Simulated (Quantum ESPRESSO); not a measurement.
# AlN (F-43m): the LO frequency by hand

Aim: work out the LO frequency and the static dielectric constant of AlN (F-43m) from one linear-response run, then check them.

Main program and level: Quantum ESPRESSO 7.5; DFT PBE, scalar-relativistic, plane waves, GBRV ultrasoft pseudopotentials.

**1. The relaxed structure**

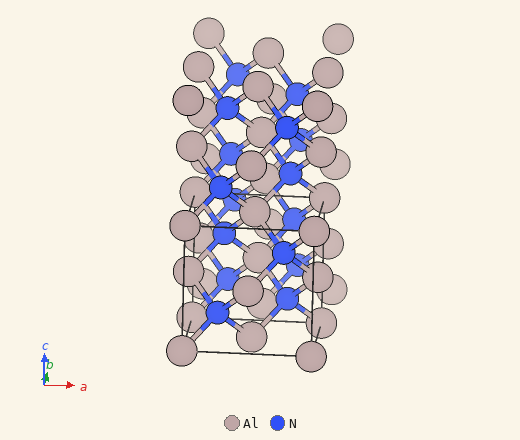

The cell as given, slightly off an axis (aluminium light grey, nitrogen blue). 1×2×2 cells are drawn. This picture shows the conventional cell, with its axes. Bonds to atoms that aren't drawn are left out. Some periodic images of atoms are drawn too.

Structure file:

```cif
data_structure
_symmetry_space_group_name_H-M 'F-43m'
_symmetry_Int_Tables_number 216
_cell_length_a 4.4066
_cell_length_b 4.4066
_cell_length_c 4.4066
_cell_angle_alpha 90.000
_cell_angle_beta 90.000
_cell_angle_gamma 90.000
_cell_volume 85.57
loop_
_atom_site_label
_atom_site_type_symbol
_atom_site_symmetry_multiplicity
_atom_site_Wyckoff_symbol
_atom_site_fract_x
_atom_site_fract_y
_atom_site_fract_z
_atom_site_occupancy
Al1 Al 4 a 0.00000 0.00000 0.00000 1
N1 N 4 c 0.75000 0.25000 0.75000 1
```

This is the cell after its relaxation at this level of theory, not the database cell from which that began.

**2. What the response run gave**

A linear-response run on the relaxed cell, with the response to an electric field; only its zone-centre results are used. Cutoff 55 Ry, k mesh 8×8×8.

What it wrote:

```text
[banners, grids, parts of the stress and lines that vanish by symmetry left out]
Program PHONON v.7.5
     Reading xml data from directory:

[...]
Exchange-correlation= PBE
                           (   1   4   3   4   0   0   0)
[...]
kinetic-energy cut-off    =      55.0000  Ry
     charge density cut-off    =     440.0000  Ry
     convergence threshold     =      1.0E-18
[...]
Exchange-correlation= PBE
                           (   1   4   3   4   0   0   0)
[...]
q = (   0.0000000   0.0000000   0.0000000 )
     25 Sym.Ops. (with q -> -q+G )
     G cutoff =  772.8454  (  22419 G-vectors)     FFT grid: ( 40, 40, 40)
     G cutoff =  386.4227  (   7823 G-vectors)  smooth grid: ( 27, 27, 27)
     number of k points=    29
[...]
Mode symmetry, T_d (-43m)  point group:
[...]
Dielectric constant
[...]
End of electric fields calculation
          Dielectric constant in cartesian axis
          (       4.649352542       0.000000000      -0.000000000 )
          (       0.000000000       4.649352542      -0.000000000 )
          (      -0.000000000      -0.000000000       4.649352542 )
          Effective charges (d Force / dE) in cartesian axis without acoustic sum rule applied (asr)
           atom    1  Al    Mean Z*:        2.55333
      Ex  (        2.55333        0.00000       -0.00000 )
      Ey  (        0.00000        2.55333        0.00000 )
      Ez  (       -0.00000        0.00000        2.55333 )
           atom    2  N     Mean Z*:       -2.55805
      Ex  (       -2.55805        0.00000       -0.00000 )
      Ey  (        0.00000       -2.55805        0.00000 )
      Ez  (       -0.00000        0.00000       -2.55805 )
          Effective charges Sum: Mean:       -0.00472
[...]
Effective charges (d Force / dE) in cartesian axis with asr applied:
           atom    1  Al    Mean Z*:        2.55569
[...]
atom    2  N     Mean Z*:       -2.55569
[...]
Representation #   1 modes #   1   2   3
[...]
End of self-consistent calculation
     Convergence has been achieved
     Representation #   2 modes #   4   5   6
[...]
End of self-consistent calculation
     Convergence has been achieved
[...]
Dielectric constant in cartesian axis
          (       4.649352542       0.000000000      -0.000000000 )
          (       0.000000000       4.649352542      -0.000000000 )
          (      -0.000000000      -0.000000000       4.649352542 )
          Effective charges (d Force / dE) in cartesian axis without acoustic sum rule applied (asr)
           atom    1  Al    Mean Z*:        2.55333
      Ex  (        2.55333        0.00000       -0.00000 )
      Ey  (        0.00000        2.55333        0.00000 )
      Ez  (       -0.00000        0.00000        2.55333 )
           atom    2  N     Mean Z*:       -2.55805
      Ex  (       -2.55805        0.00000       -0.00000 )
      Ey  (        0.00000       -2.55805        0.00000 )
      Ez  (       -0.00000        0.00000       -2.55805 )
          Effective charges Sum: Mean:       -0.00472
[...]
Effective charges (d Force / dE) in cartesian axis with asr applied:
           atom    1  Al    Mean Z*:        2.55569
[...]
atom    2  N     Mean Z*:       -2.55569
[...]
q = (    0.000000000   0.000000000   0.000000000 )
[...]
freq (    1) =      -0.149464 [THz] =      -4.985581 [cm-1]
     freq (    2) =      -0.149464 [THz] =      -4.985581 [cm-1]
     freq (    3) =      -0.149464 [THz] =      -4.985581 [cm-1]
     freq (    4) =      19.054497 [THz] =     635.589621 [cm-1]
     freq (    5) =      19.054497 [THz] =     635.589621 [cm-1]
     freq (    6) =      19.054497 [THz] =     635.589621 [cm-1]
[...]
Mode symmetry, T_d (-43m)  point group:
     freq (   1-   3) =         -5.0  [cm-1]   --> T_2  G_15 P_4   I+R
     freq (   4-   6) =        635.6  [cm-1]   --> T_2  G_15 P_4   I+R

   JOB DONE.
```

```
                       quantity   value
             cell volume Ω (Å³)  21.392
                 mass of Al (u)  26.982
                  mass of N (u)  14.007
     Born charge of Al, raw (e)   2.553
      Born charge of N, raw (e)  -2.558
                             ε∞   4.649
ω(TO) after the sum rule (cm⁻¹)   635.6
```

**3. The calculation**

The charges must sum to zero over the cell; taking off their mean, -0.002 e, leaves Z* = 2.556 e on Al. In the polar mode Al moves against N, so the reduced mass is μ = 26.98 × 14.01 / 40.99 = 9.220 u.

A longitudinal wave builds up a field that adds to the restoring force: ω(LO)² = ω(TO)² + 4π Z*² / (μ Ω ε∞), in Hartree atomic units. With μ = 16808 electron masses and Ω = 144.36 bohr³ the second term is 7.2756e-06 Ha², or 350458 cm⁻² (1 Ha = 219474.6 cm⁻¹).

So ω(LO) = √(404000 + 350458) = 868.6 cm⁻¹, and by the Lyddane-Sachs-Teller relation ε₀ = ε∞ (ω(LO)/ω(TO))² = 8.68.

**4. Check against the program**

The analysis program adds the same non-analytic term to the full matrix, here for q along (1 0 0).

What it wrote:

```text
[banner, memory and clock lines left out]
Program DYNMAT v.7.5

     Reading Dynamical Matrix from file g.dyn
     ...Force constants read
     ...epsilon and Z* read

     Polarizability (A^3 units)
     multiply by 0.451172 for Clausius-Mossotti correction
         6.212250    0.000000   -0.000000
         0.000000    6.212250   -0.000000
        -0.000000   -0.000000    6.212250

     IR activities are in (D/A)^2/amu units

# mode   [cm-1]    [THz]      IR
    1     -0.00   -0.0000    0.0000
    2      0.00    0.0000    0.0000
    3      0.00    0.0000    0.0000
    4    635.61   19.0550   16.3432
    5    635.61   19.0550   16.3432
    6    868.60   26.0400   16.3432
```

ε₀ comes from the program's run without a direction of q.

```
    quantity  by hand  program
ω(LO) (cm⁻¹)    868.6    868.6
          ε₀     8.68     8.68
```

**5. Results**

| Item | Value |
| --- | --- |
| TO mode | 635.6 cm⁻¹ |
| LO mode | 868.6 cm⁻¹ |
| static dielectric constant | 8.683 |

What this shows: The LO mode of AlN (F-43m) lies at 869 cm⁻¹, 233 cm⁻¹ above the TO mode; the formula meets the program within 0.1 cm⁻¹, as it must for a cubic crystal with one polar mode. ω(LO)² − ω(TO)² goes with Z*²/ε∞: an error of 5 % in ε∞ would move the LO mode by 9.7 cm⁻¹, and semilocal functionals tend to overestimate ε∞. These are harmonic values at zero temperature, at the volume of this functional, for the structure held cubic; stability elsewhere in the zone is no part of this calculation.

[Host names and launcher messages were left out of these logs when they were recorded.]

[Logs are printed without paths, hosts, clocks, repeated set-up lines and the standing remarks that a program may print on its own settings, such as how far it seeks lower states.]

[Hosts, paths, dates, database ids (printed as entryN), source tags and the programs' standing remarks are cut or masked in the printed files.]
